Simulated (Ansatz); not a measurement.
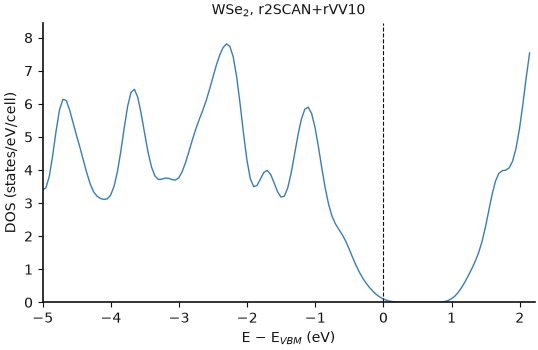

Density of states. Energies are counted from the top of the valence band. The curve is built from the levels of the k mesh with Gaussians 0.3 eV wide, which also blur the band edges.

Structure: WSe₂, space group P6_3/mmc, 6 atoms in the cell, 2H (MoS2) bulk type; a = 3.30 Å, b = 3.30 Å, c = 13.15 Å, α = 90.00°, β = 90.00°, γ = 120.00°.

Computed with Ansatz: DFT, r2SCAN+rVV10, plane waves, PAW, no spin polarisation, 12×12×2 k mesh, 500 eV cutoff.

Question: Metal or insulator, going by the density of states?

Answer: There is a gap; over the k points computed it is 1.14 eV (indirect; the smallest direct gap is 1.61 eV).

Question: Where is the tallest peak of the filled states in the window?

Answer: Within the window shown, the tallest peak of the filled states lies 2.3 eV under the valence-band top, at about 7.8 states per eV and cell.

Spin-orbit coupling is left out, which matters for W.
